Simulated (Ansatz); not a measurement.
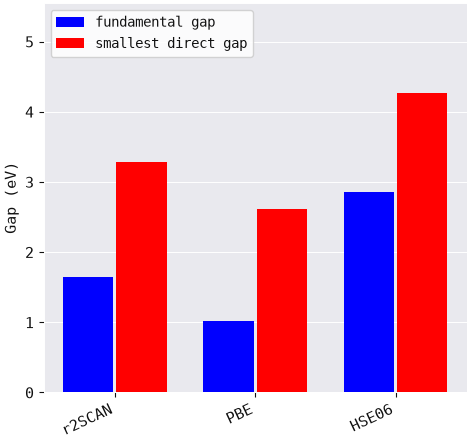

Gaps of ZnO, space group I4/mmm, 2 atoms in the cell, rocksalt type, uniaxial (x) strain −3.5%, at several levels of theory on one cell (Ansatz, plane waves and PAW; edges over the mesh and the special points).

Question: How does the gap depend on the level, and does its kind change?

Answer: In rising order: PBE 1.02 eV, r2SCAN 1.64 eV and HSE06 2.85 eV. It is indirect at every level.
